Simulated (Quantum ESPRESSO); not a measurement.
# Hf: 7 runs along one coordinate

System: Hf (1 atom in the cell).
Method: Kohn-Sham DFT of a periodic cell, PBEsol, GBRV 1.5 PBEsol, no spin polarisation (Quantum ESPRESSO 7.5).

The 7 runs differ only in the geometry, by an even scaling of the cell at fixed fractional positions. The structure derives from an entry of the Crystallography Open Database.

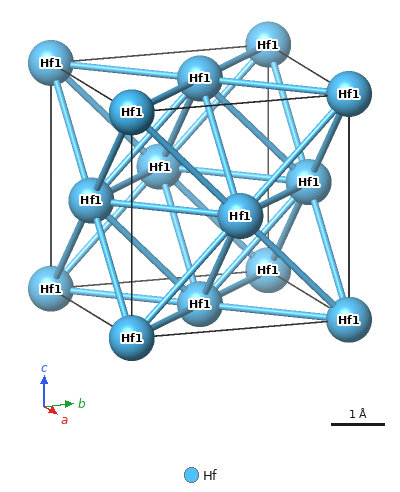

Figure 1. The structure of run 4 (ball-and-stick view of the cell 4 times as large as that of the calculation, set on its symmetry axes, seen slightly off an axis; atoms are numbered from 1 in the order of the input). An atom can appear more than once, as a periodic image.

### Input of run 4
```
&CONTROL
  calculation = 'scf'
  prefix = 'pwscf'
  outdir = './tmp'
  pseudo_dir = './pseudo'
  tstress = .true.
  disk_io = 'nowf'
/
&SYSTEM
  ibrav = 0
  nat = 1
  ntyp = 1
  ecutwfc = 45
  ecutrho = 360
  nbnd = 12
  occupations = 'smearing'
  smearing = 'fd'
  degauss = 0.00367493
/
&ELECTRONS
  conv_thr = 2d-10
  electron_maxstep = 120
  mixing_beta = 0.5
/
ATOMIC_SPECIES
Hf   178.4900 hf_pbesol_v1.uspp.F.UPF
CELL_PARAMETERS angstrom
   0.0000000000    2.2200000000    2.2200000000
   2.2200000000    0.0000000000    2.2200000000
   2.2200000000    2.2200000000    0.0000000000
ATOMIC_POSITIONS crystal
Hf     0.0000000000    0.0000000000    0.0000000000
K_POINTS automatic
10 10 10 0 0 0
```

Command:
```bash
OMP_NUM_THREADS=1 mpirun -n 2 pw.x -nk 2 -in pw.in > pw.out
```

Run 6 differs from it as follows:
```diff
-   0.0000000000    2.2200000000    2.2200000000
-   2.2200000000    0.0000000000    2.2200000000
-   2.2200000000    2.2200000000    0.0000000000
+   0.0000000000    2.2492138765    2.2492138765
+   2.2492138765    0.0000000000    2.2492138765
+   2.2492138765    2.2492138765    0.0000000000
```

### Results, with one run withheld

```csv
run,volume per atom (Å³),"free energy per atom, from the lowest run given (meV)",pressure (GPa)
1,20.569,18.86,5.80
2,21.007,5.92,3.09
3,21.444,0.00,0.63
4,21.882,0.50,−1.60
5,22.320,6.86,−3.61
6,22.757,?,?
7,23.195,34.84,−7.09
```

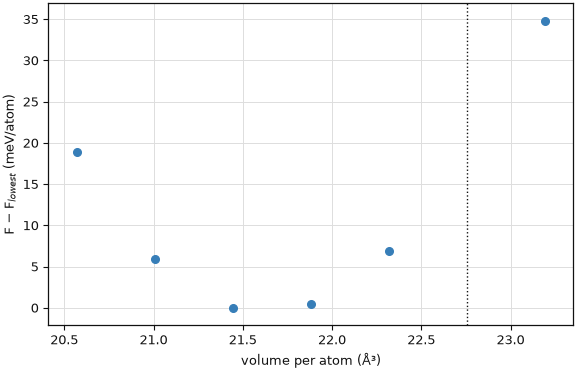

Figure 2. Free energy per atom of the runs given; the dotted line marks run 6.

Estimate the energy of run 6 from the others.

A cubic polynomial in V^(−2/3) (the Birch–Murnaghan form), fitted to the 6 runs given, misses them by at most 0.02 meV per atom. With x = V^(−2/3) − 0.12851 Å⁻², it reads F = −0.41746 − 657.2 x + 1.0184e+06 x² − 8.8049e+05 x³ (meV per atom). At run 6 it gives 18.43 meV per atom, and the run itself gives 18.42. The slope of the fit gives a pressure −dF/dV of −5.15 GPa there, and the run prints −5.43 GPa. The two needn't agree exactly: the fit is approximate, and the printed stress is taken on a finite basis. The fit has its minimum at 21.625 Å³ per atom, where V d²F/dV² gives 111 GPa: the bulk modulus at this level, since symmetry fixes the shape and the positions.

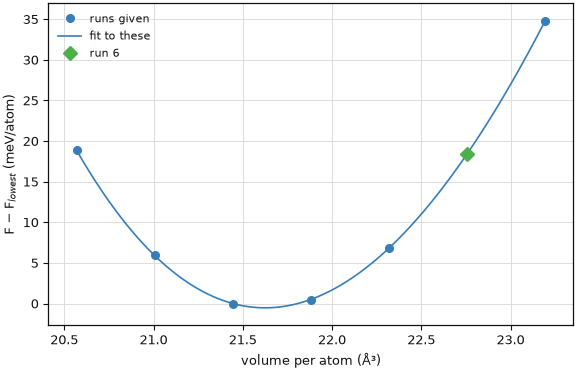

Figure 3. The fit and the withheld run.

### Some lines of the output (run 6)
```
[...]
     unit-cell volume          =     153.5744 (a.u.)^3
     number of k points=    47  Fermi-Dirac smearing, width (Ry)=  0.0037
     total energy              =    -158.37285061 Ry
     total energy              =    -158.49073070 Ry
     total energy              =    -158.52837141 Ry
     total energy              =    -158.52879289 Ry
     total energy              =    -158.52883578 Ry
     total energy              =    -158.52883733 Ry
     total energy              =    -158.52883751 Ry
     the Fermi energy is    14.1513 ev
!    total energy              =    -158.52883751 Ry
     The total energy is F=E-TS. E is the sum of the following terms:
     Computing stress (Cartesian axis) and pressure
          total   stress  (Ry/bohr**3)                   (kbar)     P=      -54.32
```

Notes on the run: negative rho. Spin–orbit coupling is left out, which matters for Hf.
